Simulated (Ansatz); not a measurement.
Geometry relaxation, with input and output: HfSiO4 (part 1 of 2)

The run: geometry relaxation of HfSiO4 (6 atoms in the cell). Method and program: DFT, PBE, plane waves, PAW, no spin polarisation (Ansatz 0.2.0).

The structure was built on a prototype by a generator; it need not be a known phase. Figures and captions count atoms from 1; the log counts them from 0 in places.

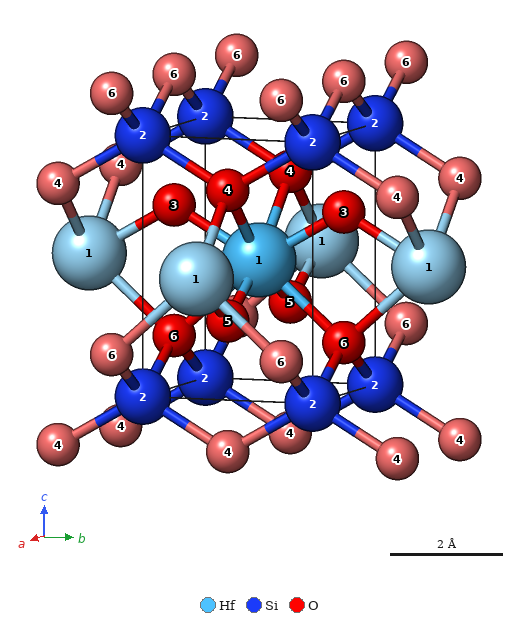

*The starting structure (ball-and-stick view of the cell of the calculation, seen slightly off an axis; neighbours outside the cell are drawn fainter; atoms are numbered from 1 in the order of the input).*

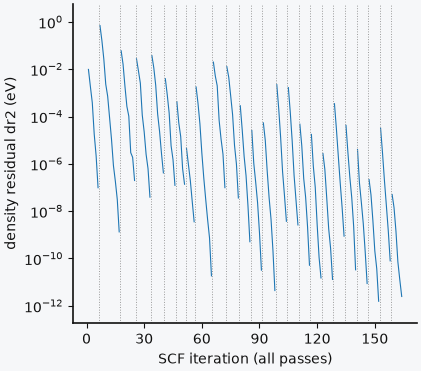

*Convergence of the self-consistent field: density residual dr2 against the SCF iteration. The dotted lines part the SCF passes of the relaxation: geometry steps, rejected trials and re-solves on a re-selected basis.*

The 25 passes take 5 to 11 iterations each, 164 in all.

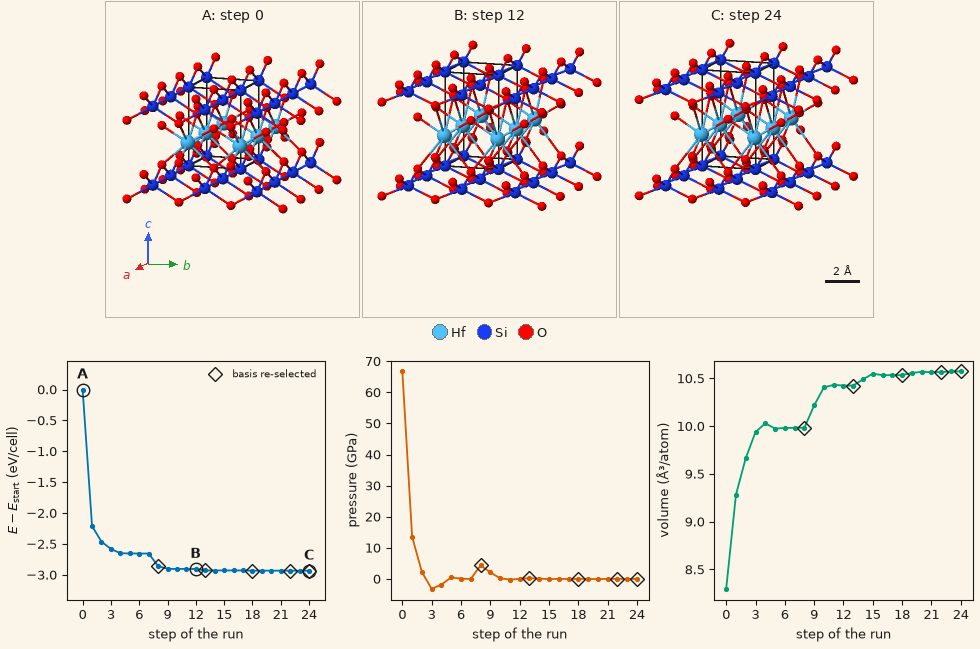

*Frames of the relaxation (ball-and-stick view of the cell of the calculation, repeated 3 × 2 × 1, with bonded neighbours outside it, seen slightly off an axis) above the curves, on which the letters mark them (the first geometry is step 0 here and step 1 in the log).*

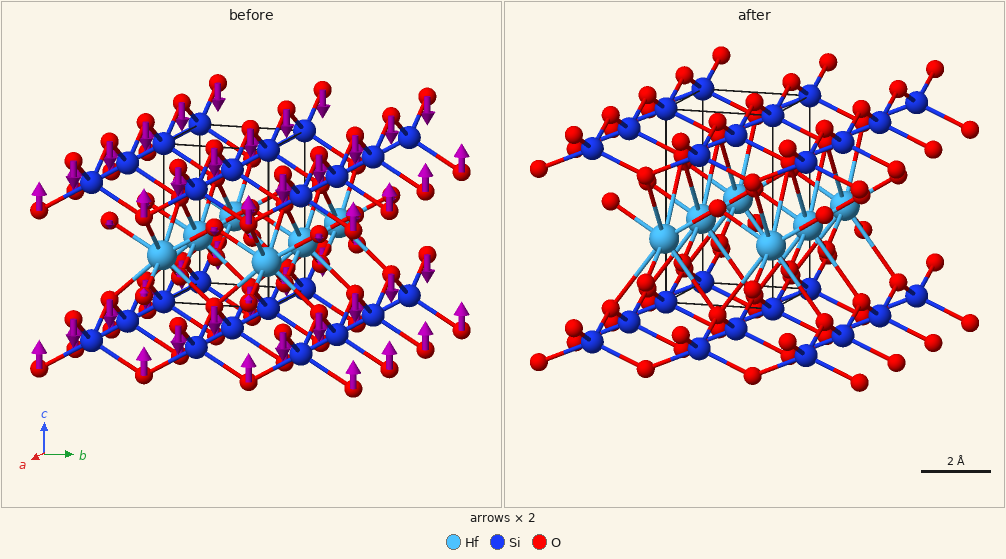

*Before (left) and after (right) the relaxation, at one scale (ball-and-stick view of the cell of the calculation, repeated 3 × 2 × 1, with bonded neighbours outside it, seen slightly off an axis). The pink arrows give the displacements (without the part carried along by the change of the cell), magnified 2 times.*

Over 19 geometry steps the energy falls by 2.933 eV per cell of the calculation. Largest force component: 4.6 eV/Å at the start, 0.00073 eV/Å at the end. Pressure: 66.74 GPa at the start and 0.00 GPa at the end. The basis was re-selected 4 times at an unchanged geometry, which shifts the energy a little without any move. The largest moves relative to the cell, 0.43 Å, are those of O4 and O6. Hf and Si stay in place. The volume changes by +27.4 %, with a = b 3.248 → 3.316 Å (+2.1 %), c 4.720 → 5.769 Å (+22.2 %). Among the contacts that change: Hf1–O4 2.163 → 2.738 Å, Hf1–O3 1.872 → 1.943 Å, Si2–O4 1.872 → 1.802 Å. Among the angles that change: Hf1–O6–Hf1 97.3° → 74.5°, O4–Si2–O4 120.3° → 133.9°, Si2–O6–Si2 120.3° → 133.9°. The space group stays P-4m2 (No. 115). The energy change given includes the shifts at the re-selections in mid-walk, which come without any move. A last SCF at the same geometry on a re-selected plane-wave basis shifts the energy by −0.3 meV per cell of the calculation. (Atoms are counted from 1 in the order of the input.)

These pictures come from the run below.

## Input file
```yaml
crystal:
  lattice:
    - [3.24750128, 0.0, 0.0]
    - [0.0, 3.24750128, 0.0]
    - [0.0, 0.0, 4.72049878]
  atoms:
    - { symbol: Hf, position: [0.5, 0.5, 0.5] }
    - { symbol: Si, position: [0.0, 0.0, 0.0] }
    - { symbol: O, position: [0.5, 0.0, 0.69720788] }
    - { symbol: O, position: [0.0, 0.5, 0.80279212] }
    - { symbol: O, position: [0.0, 0.5, 0.30279212] }
    - { symbol: O, position: [0.5, 0.0, 0.19720788] }
kpoints:
  mp_grid: { grid: [8, 8, 6] }
hamiltonian:
  xc: pbe
scf:
  occupations: { method: fermi_dirac, width: 0.02 }
relax:
  f_tol: 0.005
  cell: {}
```

Launch command:
```bash
ansatz run input.yaml --threads 4 --pin off --max-ram 6451MiB --backend cpu --events-out ev --progress --plain --runs-dir out
```

## Log
```
Engine: ansatz 0.2.0, aarch64-unknown-linux-gnu
Pseudopotentials: kind: paw
Pseudopotential: Hf, paw, valence charge 26, recommended cutoff 420 eV (normal), Hf.paw.azcp
Pseudopotential: Si, paw, valence charge 4, recommended cutoff 420 eV (normal), Si.paw.azcp
Pseudopotential: O, paw, valence charge 6, recommended cutoff 420 eV (normal), O.paw.azcp
Functional definition: PBE
  parameter kappa = 0.804
  parameter beta = 0.06672455060314922
  exchange = pbe_x(kappa = kappa, mu = beta*pi^2/3)
  correlation = pbe_c(beta = beta)
Crystal: 6 atoms, lattice volume = 49.784 Å³
Basis set: ecut = 420 eV, 983 PW (Γ), exchange–correlation on 48×48×64 points (8 copies of the dense FFT grid, shifted against one another)
Bands: 33, of which v1, the nominal top of the filled ones, is band 27 counted from 1 (26 counted from 0)
Symmetry: 8 space group operations
Space group: P-4m2 (ITA 115), of the structure as read, at distance tolerance 3.7e-5 Å
k-points: 60 of 384 (time reversal used)
Non-local potential: Hf, projectors of the file, l = 0: 3, l = 1: 2, l = 2: 2, l = 3: 3
Non-local potential: Si, projectors of the file, l = 0: 2, l = 1: 2, l = 2: 2
Non-local potential: O, projectors of the file, l = 0: 2, l = 1: 2, l = 2: 1
PAW form: soft (Blöchl's): semilocal exchange-correlation on the pseudo side does not see the compensation charge
PAW one-centre angular grid: Hf, 590 points (default); XC on 64 Gauss nodes
PAW one-centre angular grid: Si, 110 points (default); XC on 64 Gauss nodes
PAW one-centre angular grid: O, 110 points (default); XC on 64 Gauss nodes
Initial density: superposition of atomic densities (neutral atoms: chi_scale 0, normalization atom), corrected by the library's trained network
Initial wavefunctions: pseudopotential atomic-orbital guess
Functional: x = pbe(κ = 0.804, μ = 0.2195149727645171), c = pbe(β = 0.06672455060314922)
SCF iter   1: F=—  HF=-18629.400975 eV  |F-HF|=—  |Δ(HF+E_count)|=         —  Δρ=5.65e-3  dr2=9.77e-3  ethr=1.77e-3  ⟨swp⟩=6.0  Hψ=8114  notcnv=0
preconditioner: auto → Resta (q_TF=auto, 2.766 Å⁻¹)  ε∞=5.5  [insulator: Δε(μ)=2.252 eV  Ē_g=17.857 eV  σ=0.020 eV  W_gap=1.00  n_scr=20 (ndim 8)  ℏωp=38.0 eV  f_vac=0.014  D(μ)=0.00/eV (n_scr^D=0)  ε∞_Penn≈5.5]
SCF iter   2: F=—  HF=-18629.401362 eV  |F-HF|=—  |Δ(HF+E_count)|=   3.87e-4  Δρ=3.07e-3  dr2=1.87e-3  ethr=1.81e-5  ⟨swp⟩=2.0  Hψ=4085  notcnv=0  defer=94
SCF iter   3: F=—  HF=-18629.402093 eV  |F-HF|=—  |Δ(HF+E_count)|=   7.32e-4  Δρ=9.83e-4  dr2=3.83e-4  ethr=3.46e-6  ⟨swp⟩=2.2  Hψ=2959  notcnv=0  defer=94
SCF iter   4: F=—  HF=-18629.402174 eV  |F-HF|=—  |Δ(HF+E_count)|=   8.07e-5  Δρ=2.79e-4  dr2=1.81e-5  ethr=7.09e-7  ⟨swp⟩=2.1  Hψ=2790  notcnv=0  defer=94
SCF iter   5: F=—  HF=-18629.402184 eV  |F-HF|=—  |Δ(HF+E_count)|=   9.64e-6  Δρ=9.41e-5  dr2=2.16e-6  ethr=3.36e-8  ⟨swp⟩=2.0  Hψ=3193  notcnv=0  defer=94
SCF iter   6: F=-18629.402185 eV  HF=-18629.402185 eV  |F-HF|=1.93e-8  |Δ(HF+E_count)|=   1.54e-6  Δρ=1.47e-5  dr2=9.79e-8  ethr=1.85e-10  ⟨swp⟩=3.9  Hψ=8991  notcnv=0
SCF 1 converged in 6 iterations: F = -18629.402185 eV  dr2 = 9.79e-8
  greatest PAW one-centre occupation: 0.999 electrons in one spin orbital (limit 2), on the Hf atom at site 0 (counted from 0), in its partial waves of l = 0
relax step   1: F+E_penalty+E_count = -18629.40218541 eV  Δ(F+E_penalty+E_count) = +0.000e0 eV  max|allowed force component| = 4.585e0 eV/Å  Δτ_max = 0.0000 Å  P = +66.742 GPa  Ω = 49.784 Å³  (6 SCF iters, dr2 threshold 1.00e-7 eV, accepted)
Crystal: 6 atoms, lattice volume = 55.697 Å³
Basis set: ecut = 420 eV, 1081 PW (Γ), exchange–correlation on 48×48×64 points (8 copies of the dense FFT grid, shifted against one another)
Initial density: handed on by an earlier stage of this run
Initial wavefunctions: those handed on with the density
iter 1 solved again at ethr=1.28e-3 eV; its pass at ethr=3.10e-3 eV (dr2=6.91e-1 eV) is discarded
SCF iter   1: F=—  HF=-18631.819140 eV  |F-HF|=—  |Δ(HF+E_count)|=         —  Δρ=3.02e-2  dr2=6.97e-1  ethr=1.28e-3  ⟨swp⟩=1.2  Hψ=10586  notcnv=0
preconditioner: auto → Resta (q_TF=auto, 2.714 Å⁻¹)  ε∞=5.4  [insulator: Δε(μ)=1.381 eV  Ē_g=17.025 eV  σ=0.020 eV  W_gap=1.00  n_scr=20 (ndim 8)  ℏωp=35.9 eV  f_vac=0.039  D(μ)=0.00/eV (n_scr^D=0)  ε∞_Penn≈5.4]
SCF iter   2: F=—  HF=-18631.660527 eV  |F-HF|=—  |Δ(HF+E_count)|=   1.59e-1  Δρ=1.30e-2  dr2=1.62e-1  ethr=1.28e-3  ⟨swp⟩=2.1  Hψ=2834  notcnv=0  defer=1
SCF iter   3: F=—  HF=-18631.618236 eV  |F-HF|=—  |Δ(HF+E_count)|=   4.23e-2  Δρ=6.56e-3  dr2=2.66e-2  ethr=3.00e-4  ⟨swp⟩=2.6  Hψ=3285  notcnv=0  defer=77
SCF iter   4: F=—  HF=-18631.612923 eV  |F-HF|=—  |Δ(HF+E_count)|=   5.31e-3  Δρ=1.94e-3  dr2=2.32e-3  ethr=4.92e-5  ⟨swp⟩=2.2  Hψ=3497  notcnv=0  defer=90
SCF iter   5: F=—  HF=-18631.614403 eV  |F-HF|=—  |Δ(HF+E_count)|=   1.48e-3  Δρ=1.28e-3  dr2=7.21e-4  ethr=4.29e-6  ⟨swp⟩=2.0  Hψ=3774  notcnv=0  defer=91
SCF iter   6: F=—  HF=-18631.614085 eV  |F-HF|=—  |Δ(HF+E_count)|=   3.18e-4  Δρ=4.53e-4  dr2=8.84e-5  ethr=1.33e-6  ⟨swp⟩=2.0  Hψ=3517  notcnv=0  defer=91
SCF iter   7: F=—  HF=-18631.613617 eV  |F-HF|=—  |Δ(HF+E_count)|=   4.68e-4  Δρ=1.52e-4  dr2=1.08e-5  ethr=1.64e-7  ⟨swp⟩=2.0  Hψ=3536  notcnv=0  defer=91
SCF iter   8: F=—  HF=-18631.613633 eV  |F-HF|=—  |Δ(HF+E_count)|=   1.60e-5  Δρ=4.40e-5  dr2=8.45e-7  ethr=2.01e-8  ⟨swp⟩=2.0  Hψ=3514  notcnv=0  defer=91
SCF iter   9: F=—  HF=-18631.613634 eV  |F-HF|=—  |Δ(HF+E_count)|=   1.33e-6  Δρ=1.39e-5  dr2=1.83e-7  ethr=1.11e-9  ⟨swp⟩=5.2  Hψ=8661  notcnv=0
SCF iter  10: F=—  HF=-18631.613633 eV  |F-HF|=—  |Δ(HF+E_count)|=   8.01e-7  Δρ=5.72e-6  dr2=3.11e-8  ethr=3.39e-10  ⟨swp⟩=5.0  Hψ=7415  notcnv=0
SCF iter  11: F=-18631.613633 eV  HF=-18631.613633 eV  |F-HF|=1.70e-8  |Δ(HF+E_count)|=   1.75e-7  Δρ=1.18e-6  dr2=1.33e-9  ethr=5.77e-11  ⟨swp⟩=4.0  Hψ=7055  notcnv=0
SCF 2 converged in 11 iterations: F = -18631.613633 eV  dr2 = 1.33e-9
relax step   2: F+E_penalty+E_count = -18631.61363302 eV  Δ(F+E_penalty+E_count) = -2.211e0 eV  max|allowed force component| = 7.725e-1 eV/Å  Δτ_max = 0.1209 Å  P = +13.580 GPa  Ω = 55.697 Å³  energy of the carried Pulay correction = -3.314e-2 eV  (11 SCF iters, dr2 threshold 6.00e-7 eV, accepted)
[... from here on the SCF iterations and repeated set-up lines of each step are left out, up to the last step ...]
SCF 3 converged in 8 iterations: F = -18631.864343 eV  dr2 = 1.97e-7
relax step   3: F+E_penalty+E_count = -18631.86434280 eV  Δ(F+E_penalty+E_count) = -2.507e-1 eV  max|allowed force component| = 9.215e-1 eV/Å  Δτ_max = 0.0334 Å  P = +2.214 GPa  Ω = 57.986 Å³  energy of the carried Pulay correction = -4.500e-2 eV  (8 SCF iters, dr2 threshold 6.00e-7 eV, accepted)
SCF 4 converged in 8 iterations: F = -18631.983106 eV  dr2 = 3.90e-8
relax step   4: F+E_penalty+E_count = -18631.98310569 eV  Δ(F+E_penalty+E_count) = -1.188e-1 eV  max|allowed force component| = 6.181e-1 eV/Å  Δτ_max = 0.0502 Å  P = -3.193 GPa  Ω = 59.631 Å³  energy of the carried Pulay correction = -5.322e-2 eV  (8 SCF iters, dr2 threshold 6.00e-7 eV, accepted)
SCF 5 converged in 7 iterations: F = -18632.051575 eV  dr2 = 4.13e-7
relax step   5: F+E_penalty+E_count = -18632.05157547 eV  Δ(F+E_penalty+E_count) = -6.847e-2 eV  max|allowed force component| = 2.334e-1 eV/Å  Δτ_max = 0.0676 Å  P = -1.812 GPa  Ω = 60.178 Å³  energy of the carried Pulay correction = -5.590e-2 eV  (7 SCF iters, dr2 threshold 6.00e-7 eV, accepted)
SCF 6 converged in 6 iterations: F = -18632.055649 eV  dr2 = 1.23e-7
relax step   6: F+E_penalty+E_count = -18632.05564853 eV  Δ(F+E_penalty+E_count) = -4.073e-3 eV  max|allowed force component| = 1.433e-1 eV/Å  Δτ_max = 0.0120 Å  P = +0.493 GPa  Ω = 59.851 Å³  energy of the carried Pulay correction = -5.431e-2 eV  (6 SCF iters, dr2 threshold 6.00e-7 eV, accepted)
SCF 7 converged in 5 iterations: F = -18632.056647 eV  dr2 = 1.37e-7
relax step   7: F+E_penalty+E_count = -18632.05664709 eV  Δ(F+E_penalty+E_count) = -9.986e-4 eV  max|allowed force component| = 6.838e-3 eV/Å  Δτ_max = 0.0049 Å  P = +0.074 GPa  Ω = 59.882 Å³  energy of the carried Pulay correction = -5.446e-2 eV  (5 SCF iters, dr2 threshold 6.00e-7 eV, accepted)
SCF 8 converged in 5 iterations: F = -18632.056563 eV  dr2 = 3.55e-9
relax step   8: F+E_penalty+E_count = -18632.05656259 eV  Δ(F+E_penalty+E_count) = +8.450e-5 eV  max|allowed force component| = 3.888e-4 eV/Å  Δτ_max = 0.0004 Å  P = -0.014 GPa  Ω = 59.901 Å³  energy of the carried Pulay correction = -5.455e-2 eV  (5 SCF iters, dr2 threshold 1.51e-8 eV, accepted)
SCF 9 converged in 9 iterations: F = -18632.260282 eV  dr2 = 1.84e-11
relax step   9: F+E_penalty+E_count = -18632.26028230 eV  Δ(F+E_penalty+E_count) = -2.037e-1 eV  max|allowed force component| = 2.994e-2 eV/Å  Δτ_max = 0.0000 Å  P = +4.334 GPa  Ω = 59.901 Å³  stress off target by 7.54e0 GPa  SCF on the basis re-selected at this cell (its energy is not comparable with the rows above)  (9 SCF iters)
SCF 10 converged in 7 iterations: F = -18632.302736 eV  dr2 = 9.83e-8
relax step  10: F+E_penalty+E_count = -18632.30273615 eV  Δ(F+E_penalty+E_count) = -4.245e-2 eV  max|allowed force component| = 1.673e-1 eV/Å  Δτ_max = 0.0273 Å  P = +2.134 GPa  Ω = 61.301 Å³  energy of the carried Pulay correction = -7.929e-3 eV  (7 SCF iters, dr2 threshold 6.00e-7 eV, accepted)
SCF 11 converged in 7 iterations: F = -18632.306480 eV  dr2 = 3.60e-8
relax step  11: F+E_penalty+E_count = -18632.30647959 eV  Δ(F+E_penalty+E_count) = -3.743e-3 eV  max|allowed force component| = 5.312e-2 eV/Å  Δτ_max = 0.0299 Å  P = +0.196 GPa  Ω = 62.435 Å³  energy of the carried Pulay correction = -1.537e-2 eV  (7 SCF iters, dr2 threshold 6.00e-7 eV, accepted)
SCF 12 converged in 6 iterations: F = -18632.306027 eV  dr2 = 5.10e-10
relax step  12: F+E_penalty+E_count = -18632.30602703 eV  Δ(F+E_penalty+E_count) = +4.526e-4 eV  max|allowed force component| = 1.817e-2 eV/Å  Δτ_max = 0.0004 Å  P = -0.190 GPa  Ω = 62.595 Å³  energy of the carried Pulay correction = -1.653e-2 eV  (6 SCF iters, dr2 threshold 6.00e-7 eV, accepted)
SCF 13 converged in 6 iterations: F = -18632.306402 eV  dr2 = 3.21e-11
relax step  13: F+E_penalty+E_count = -18632.30640171 eV  Δ(F+E_penalty+E_count) = -3.747e-4 eV  max|allowed force component| = 3.450e-4 eV/Å  Δτ_max = 0.0004 Å  P = -0.005 GPa  Ω = 62.550 Å³  energy of the carried Pulay correction = -1.621e-2 eV  (6 SCF iters, dr2 threshold 1.90e-7 eV, accepted)
SCF 14 converged in 7 iterations: F = -18632.331010 eV  dr2 = 4.41e-12
relax step  14: F+E_penalty+E_count = -18632.33101003 eV  Δ(F+E_penalty+E_count) = -2.461e-2 eV  max|allowed force component| = 4.370e-3 eV/Å  Δτ_max = 0.0000 Å  P = +0.257 GPa  Ω = 62.550 Å³  stress off target by 9.48e-1 GPa  SCF on the basis re-selected at this cell (its energy is not comparable with the rows above)  (7 SCF iters)
SCF 15 converged in 6 iterations: F = -18632.331489 eV  dr2 = 3.73e-9
relax step  15: F+E_penalty+E_count = -18632.33148853 eV  Δ(F+E_penalty+E_count) = -4.785e-4 eV  max|allowed force component| = 5.892e-3 eV/Å  Δτ_max = 0.0108 Å  P = +0.083 GPa  Ω = 62.943 Å³  energy of the carried Pulay correction = -2.129e-3 eV  (6 SCF iters, dr2 threshold 6.00e-7 eV, accepted)
SCF 16 converged in 6 iterations: F = -18632.329905 eV  dr2 = 2.61e-9
relax step  16: F+E_penalty+E_count = -18632.32990538 eV  Δ(F+E_penalty+E_count) = +1.583e-3 eV  max|allowed force component| = 6.156e-3 eV/Å  Δτ_max = 0.0093 Å  P = -0.049 GPa  Ω = 63.294 Å³  energy of the carried Pulay correction = -4.112e-3 eV  (6 SCF iters, dr2 threshold 2.33e-7 eV, accepted)
SCF 17 converged in 6 iterations: F = -18632.330450 eV  dr2 = 5.17e-11
```
